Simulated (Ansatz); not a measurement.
HfB

```yaml
crystal:
  lattice:
    - [4.45918, 0.00000, 0.00000]
    - [0.00000, 4.45918, 0.00000]
    - [0.00000, 0.00000, 4.45918]
  atoms:
    - { symbol: Hf, position: [0.50000, 0.00000, 0.00000] }
    - { symbol: Hf, position: [0.00000, 0.50000, 0.00000] }
    - { symbol: Hf, position: [0.00000, 0.00000, 0.50000] }
    - { symbol: Hf, position: [0.50000, 0.50000, 0.50000] }
    - { symbol: B, position: [0.00000, 0.00000, 0.00000] }
    - { symbol: B, position: [0.50000, 0.50000, 0.00000] }
    - { symbol: B, position: [0.50000, 0.00000, 0.50000] }
    - { symbol: B, position: [0.00000, 0.50000, 0.50000] }
```

Space group Fm-3m; changed on purpose from its base cell (strained and moved within the space group); computed pressure about 57 GPa in this cell; computed without spin polarisation.

Level of theory: Ansatz, DFT PBEsol, scalar-relativistic, plane waves, PAW.

Core electrons are frozen (PAW), and the valence fields are smoothed inside the atomic spheres.

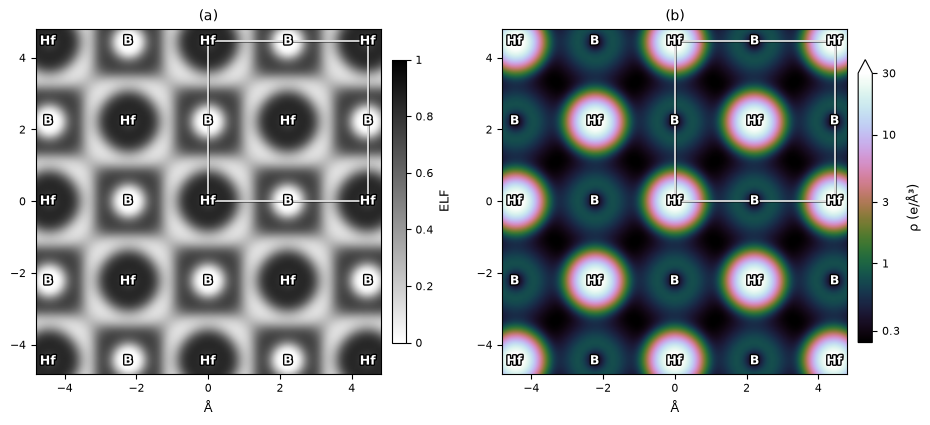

Figure 1. (a) electron localisation function; (b) valence electron density on the (010) plane of the conventional cell.

### Describe what can be read from this map.

Atoms in the plane: Hf and B.
Hf–B (2.23 Å): the density is about 0.6 e/Å³ at the midpoint, with its minimum of 0.53 e/Å³ about 1.3 Å from Hf; the ELF peaks at about 0.70 in the valence shell of B, 0.7 Å from its nucleus, and drops to about 0.25 between the two atoms.
Hf–Hf (3.15 Å): ρ is about 0.24 e/Å³ halfway; the ELF is about 0.25 at the midpoint; no shared electron pair shows on this line.
Between the atoms the lowest density in this plane is 0.24 e/Å³.
The features right at Hf lie inside the PAW spheres, where the map follows smoothed inner orbitals and isn't to be read closely.

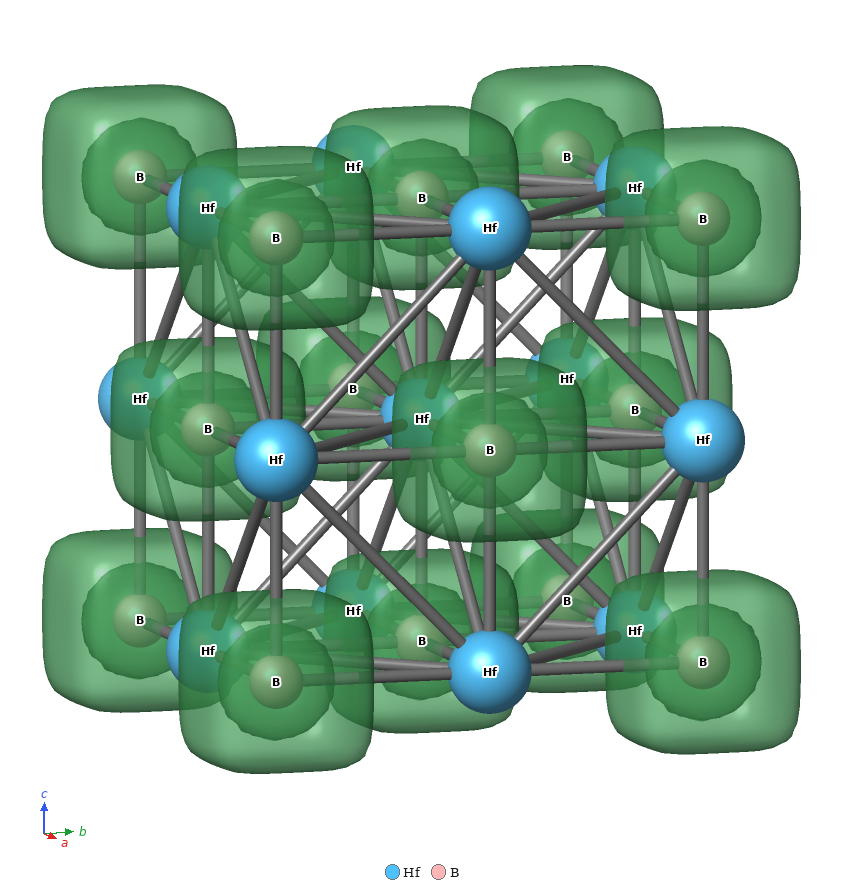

Figure 2. Isosurface of the electron localisation function at 0.6 (green), seen slightly off an axis. Only the valence region is drawn (cores and ρ < 0.01 e/Å³ removed). Sticks mark near contacts.

### Identify the bonds, lone pairs and shells in this picture.

The ELF exceeds this value in four regions wrapped around B (the valence shell of each), counted in one cell of 8 atoms. Regions shared between cells count once.

### Metal or insulator at this level of theory?

It is gapless in this calculation (a metal or semimetal).
